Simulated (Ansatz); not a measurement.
A series of calculations on SiO2

Part 1: Relaxation

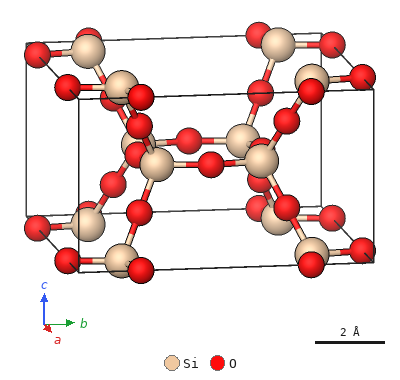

Crystalline SiO₂ (set up in I4/mmm), before the relaxation. The picture is a ball-and-stick view of the conventional cell (2 times the calculation's cell), seen slightly off an axis. Lengths and directions refer to the drawn axes.

Case: relaxed at 12 GPa.

Method: DFT r2SCAN, scalar-relativistic, plane waves, PAW in Ansatz.

Input file:
```yaml
crystal:
  lattice:
    - [-4.3449579229, 4.3449579229, 2.5611837707]
    - [4.3449579229, -4.3449579229, 2.5611837707]
    - [4.3449579229, 4.3449579229, -2.5611837707]
  atoms:
    - { symbol: Si, position: [0.1773592561, 0.1773592561, 0.3547185123] }
    - { symbol: Si, position: [0.8226407439, 0.1773592561, 0.0] }
    - { symbol: Si, position: [0.1773592561, 0.8226407439, 0.0] }
    - { symbol: Si, position: [0.8226407439, 0.8226407439, 0.6452814877] }
    - { symbol: O, position: [0.5, 0.5, 0.5] }
    - { symbol: O, position: [0.0, 0.5, 0.0] }
    - { symbol: O, position: [0.5, 0.0, 0.0] }
    - { symbol: O, position: [0.0, 0.0, 0.5] }
    - { symbol: O, position: [0.0, 0.2110964306, 0.2110964306] }
    - { symbol: O, position: [0.7889035694, 0.0, 0.7889035694] }
    - { symbol: O, position: [0.2110964306, 0.0, 0.2110964306] }
    - { symbol: O, position: [0.0, 0.7889035694, 0.7889035694] }
basis:
  ecutwfc: 500
kpoints:
  mp_grid: { grid: [6, 6, 6] }
hamiltonian:
  xc: r2scan
scf:
  occupations: { method: gaussian, width: 0.02 }
output:
  forces: true
  stress: true
  eigenvalues: true
relax:
  adjacent_minimum: "off"
  f_tol: 0.008
  max_steps: 50
  cell: { stress_tol: 0.08, p_target: 12.0 }
```

Command:
```bash
ansatz run input.yaml --threads 2 --pin off --max-ram 5120MiB --backend cpu --events-out ev --progress --plain --runs-dir out
```

Question: Predict the outcome.

Answer: The energy falls by 24.6 meV per cell of the calculation in 4 accepted moves (5 points after the start). With the target pressure of 12 GPa, the enthalpy E + pV changes by −33.8 meV per cell of the calculation. The largest force component goes from 0.36 to 0.00058 eV/Å. The pressure goes from 13.14 to 12.00 GPa. The SCF was repeated once at an unchanged geometry on a basis and grid sized afresh for the cell, which shifted the energy by 0.1 meV per cell of the calculation at most. The largest moves relative to the cell, 0.044 Å, are those of O9, O10, O11 and O12. O10 goes along −b. By element the largest moves are O 0.044 Å, Si 0.012 Å. Cell: a = b 8.690 → 8.636 Å (−0.6 %), c 5.122 → 5.184 Å (+1.2 %). Volume −0.1 %. Near-neighbour distances that change, for instance: Si1–O11 1.569 → 1.574 Å. Among the angles between lasting bonds that change: O10–Si4–O12 111.5° → 113.9°, Si2–O10–Si4 158.5° → 156.1°. The space group stays I4/mmm (No. 139). Cost: 3.1 min on 2 threads of Intel(R) Xeon(R) Processor @ 2.50GHz (Skylake/Cascade Lake), with other jobs on the host, peak memory 1.2 GiB.

After the run, drawn alike:

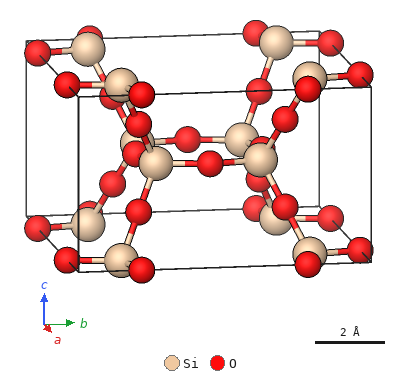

Part 2: Relaxation

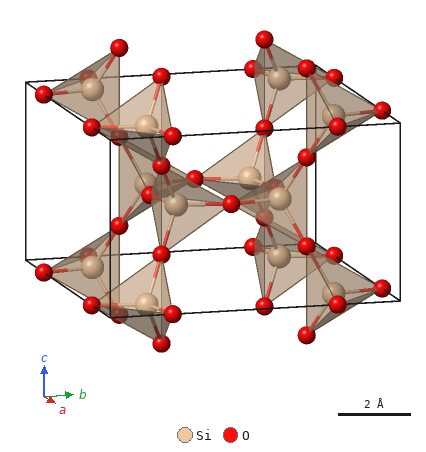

This is the input geometry for a relaxation of a crystal of SiO$_{2}$ (set up in I4/mmm). Style: polyhedral. Shown: the conventional cell (2 times the calculation's cell), slightly off an axis. Lengths and directions refer to the drawn axes.

Case: relaxed at 25 GPa.

The calculation used DFT r2SCAN, scalar-relativistic, plane waves, PAW in Ansatz.

Input file:
```yaml
crystal:
  lattice:
    - [-4.2177907372, 4.2177907372, 2.5319092665]
    - [4.2177907372, -4.2177907372, 2.5319092665]
    - [4.2177907372, 4.2177907372, -2.5319092665]
  atoms:
    - { symbol: Si, position: [0.1783580465, 0.1783580465, 0.3567160929] }
    - { symbol: Si, position: [0.8216419535, 0.1783580465, 0.0] }
    - { symbol: Si, position: [0.1783580465, 0.8216419535, 0.0] }
    - { symbol: Si, position: [0.8216419535, 0.8216419535, 0.6432839071] }
    - { symbol: O, position: [0.5, 0.5, 0.5] }
    - { symbol: O, position: [0.0, 0.5, 0.0] }
    - { symbol: O, position: [0.5, 0.0, 0.0] }
    - { symbol: O, position: [0.0, 0.0, 0.5] }
    - { symbol: O, position: [0.0, 0.216141329, 0.216141329] }
    - { symbol: O, position: [0.783858671, 0.0, 0.783858671] }
    - { symbol: O, position: [0.216141329, 0.0, 0.216141329] }
    - { symbol: O, position: [0.0, 0.783858671, 0.783858671] }
basis:
  ecutwfc: 500
kpoints:
  mp_grid: { grid: [6, 6, 6] }
hamiltonian:
  xc: r2scan
scf:
  occupations: { method: gaussian, width: 0.02 }
output:
  forces: true
  stress: true
  eigenvalues: true
relax:
  adjacent_minimum: "off"
  f_tol: 0.008
  max_steps: 50
  cell: { stress_tol: 0.08, p_target: 25.0 }
```

Launched with:
```bash
ansatz run input.yaml --threads 2 --pin off --max-ram 5120MiB --backend cpu --events-out ev --progress --plain --runs-dir out
```

Where does the relaxation end?

Answer. The energy rises by 3.2 meV per atom in 4 accepted moves (5 points after the start). With the target pressure of 25 GPa, the enthalpy E + pV changes by −10.7 meV per atom. The largest force component goes from 0.62 to 0.0063 eV/Å. The pressure goes from 27.79 to 25.01 GPa. The SCF was repeated once at an unchanged geometry on a basis and grid sized afresh for the cell, which shifted the energy by 0.1 meV per atom at most. The largest moves relative to the cell, 0.097 Å, are those of O9, O10, O11 and O12. O12 goes along −a. Largest moves by element: O 0.097 Å, Si 0.034 Å. The volume changes by −0.6 %, with a = b 8.436 → 8.275 Å (−1.9 %), c 5.064 → 5.232 Å (+3.3 %). Among the contacts that change: Si1–O11 1.538 → 1.549 Å, Si1–O5 1.527 → 1.535 Å. Bond angles that change, for instance: O5–Si4–O8 112.0° → 116.8°, Si2–O10–Si4 156.1° → 151.2°, O10–Si4–O12 113.9° → 118.8°. The space group stays I4/mmm (No. 139). Cost: 3.3 min on 2 threads of Intel(R) Xeon(R) Processor @ 2.50GHz (Skylake/Cascade Lake) (shared host), peak memory 1.1 GiB.

The end point in the same view:

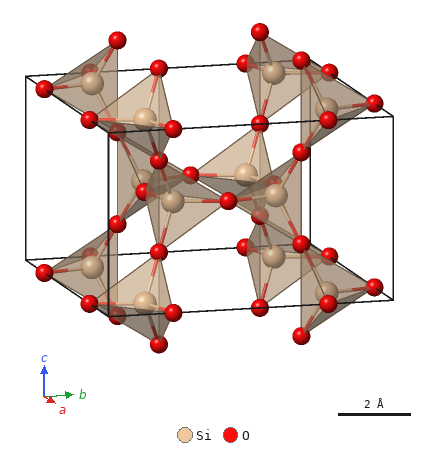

Part 3: A change

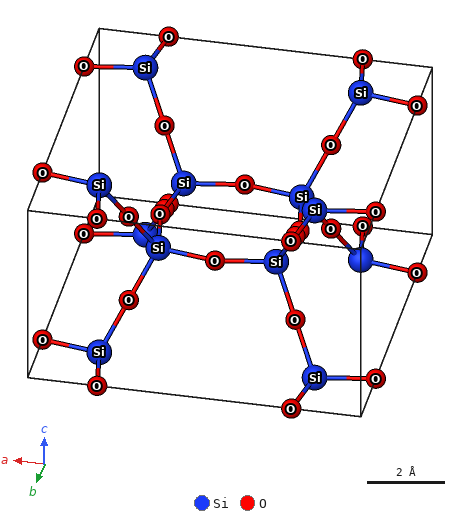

This is crystalline SiO2 (set up in I4/mmm). The picture is a ball-and-stick view of the conventional cell (2 times the calculation's cell), seen from a free direction. Lengths and directions refer to the drawn axes.

These are results of Ansatz 0.2.0, DFT r2SCAN, scalar-relativistic, plane waves, PAW, not measurements. (plane-wave cutoff 500 eV; k-point mesh 6 × 6 × 6; occupations gaussian; smearing width 0.02 eV; no spin polarisation)

The variant: The crystal is put under a hydrostatic pressure of 4 GPa. Cell and atoms are relaxed at that pressure.

Predict the response.

Answer. The energy rises by 5.8 meV per atom. Pressure: 0.0 GPa before, 4.0 GPa after. Cell: a = b 8.939 → 8.835 Å (−1.2 %), c 5.231 → 5.208 Å (−0.4 %). Volume −2.7 %. The largest moves relative to the cell, 0.020 Å, are those of O atoms. Largest moves by element: O 0.020 Å, Si 0.005 Å. Near-neighbour distances before and after: O–Si 1.604 → 1.587 to 1.595 Å. The space group stays I4/mmm (No. 139).

Part 4: Series

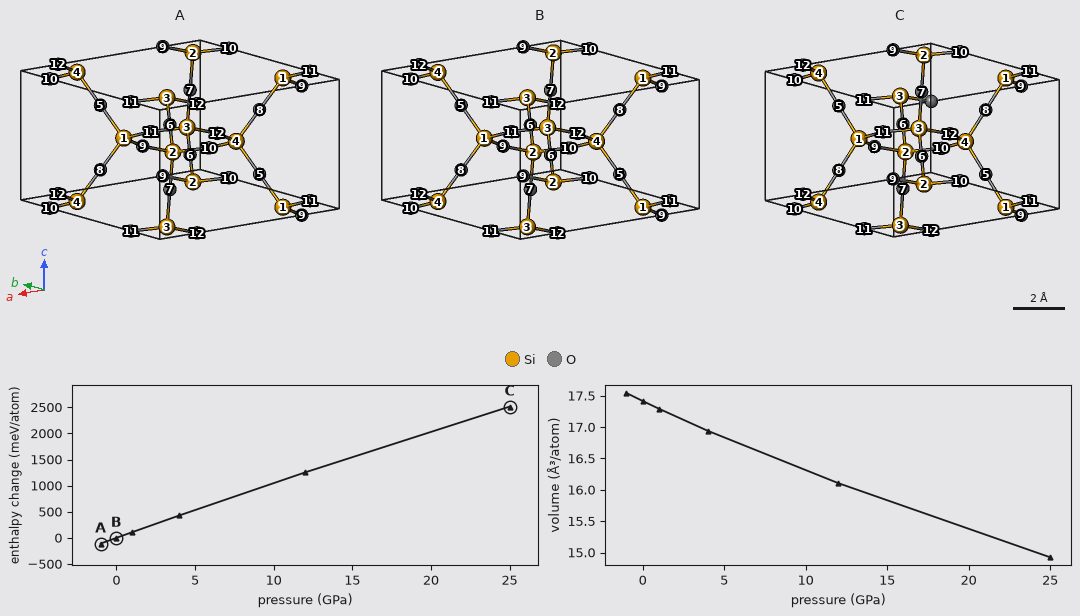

Members of a series of calculations on a crystal of SiO₂ (set up in I4/mmm), marked on the first curve. A ball-and-stick model of the conventional cell (2 times the calculation's cell), seen from a free direction. Lengths and directions refer to the drawn axes.

Level of theory: DFT r2SCAN, scalar-relativistic, plane waves, PAW (Ansatz). Set-up: plane-wave cutoff 500 eV; k-point mesh 6 × 6 × 6; occupations gaussian; smearing width 0.02 eV; no spin polarisation.

Describe the series.

The structure is relaxed at several pressures. A (pressure −1.0 GPa): enthalpy change −109 meV/atom, volume 17.54 Å³ per atom. B (pressure 0.0 GPa): enthalpy change 0.0 meV/atom, volume 17.42 Å³ per atom. C (pressure 25.0 GPa): enthalpy change 2512 meV/atom, volume 14.92 Å³ per atom. The rest compares A with C. The volume changes by −14.9 %, with a = b 8.965 → 8.275 Å (−7.7 %), c 5.239 → 5.232 Å (−0.1 %). Some distances before and after: O–Si 1.608 → 1.535 to 1.549 Å.
